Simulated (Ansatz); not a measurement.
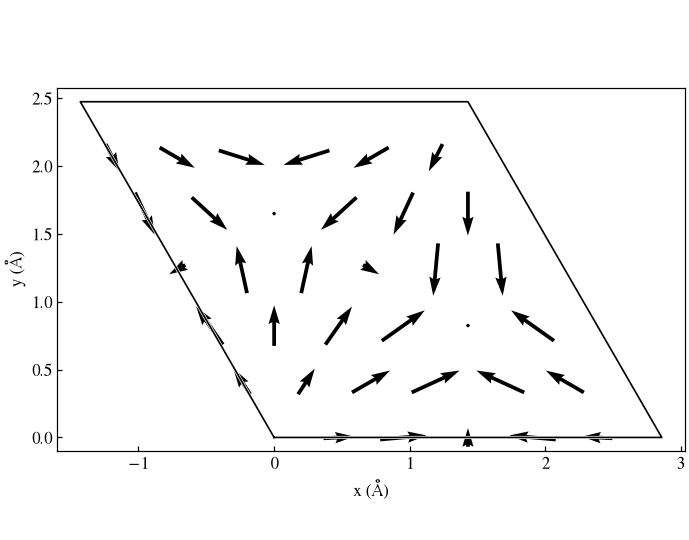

O on an Al(111) slab cut from the Fm-3m phase, its upper half relaxed before the scan (12 atoms of substrate and one adsorbate in a 2 × 2 cell). O is moved over the surface cell; relaxed at each place: the height of the adsorbate's atoms; substrate rigid; the origin of the map has the adsorbate above Al9. Places are given modulo a cell vector. The map is drawn in real space over the plane of the surface. The grid has 6 × 6 points; 10 points were computed and 26 follow by symmetry. Places are given in fractions of the 1 × 1 surface cell. Level of theory: DFT PBE, scalar-relativistic, plane waves, PAW in Ansatz. Settings: cutoff 420 eV, k-mesh 6×6×1, gaussian smearing 0.1 eV, no spin polarisation.

Drawn: arrows along the force (downhill), their lengths compressed, the outline of one cell of the plane.

Q: The arrows alone are given. Where are the wells?

A: The arrows converge at a threefold hollow over a third-layer Al atom, (4/6, 2/6) of the cell vectors; a threefold hollow over a second-layer Al atom, (2/6, 4/6) of the cell vectors (0.46 eV up) (read from the interpolated surface).

The energy map of the same scan:

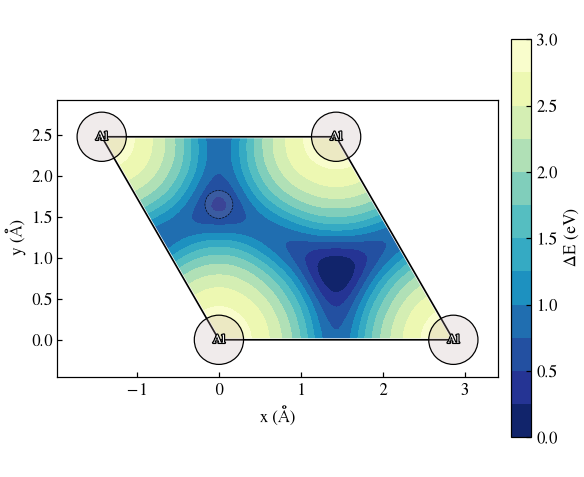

Energies are in eV, from the lowest grid point; between grid points the surface is interpolated.
